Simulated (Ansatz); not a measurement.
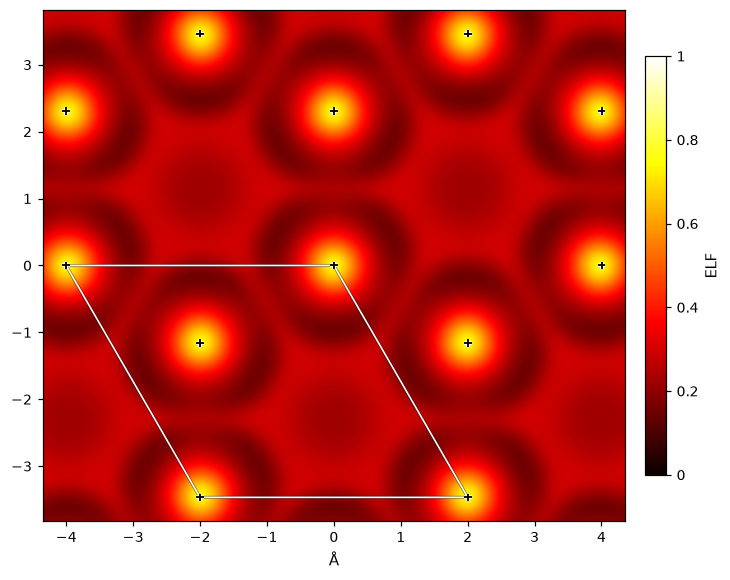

The electron localisation function on a plane through atoms (crosses mark nuclei in the plane).

Method: DFT, BLYP, plane waves (420 eV) with PAW, scalar-relativistic (Ansatz 0.2.0).

Candidates:
A. Ta, a = 2.85 Å, b = 2.85 Å, c = 2.85 Å, α = 90.00°, β = 90.00°, γ = 90.00°. Space group Pm-3m; set up as Ta, simple cubic; a generated structure, not necessarily the stable one; changed on purpose from its base cell (volume × 1.08); computed pressure about −8 GPa in this cell; computed without spin polarisation.
B. Ni, a = 4.00 Å, b = 4.00 Å, c = 2.43 Å, α = 90.00°, β = 90.00°, γ = 120.00°. Space group P6/mmm; set up as Ni, omega (AlB2-type); a generated structure, not necessarily the stable one; changed on purpose from its base cell (volume × 0.96); computed pressure about 7 GPa in this cell; spin-polarised.

> Which candidate gave the map?

Candidate B: Ni on the (001) plane of the conventional cell, which holds Ni. Ni–Ni (2.31 Å): the ELF is about 0.25 at the midpoint: no localised pair shows between them.
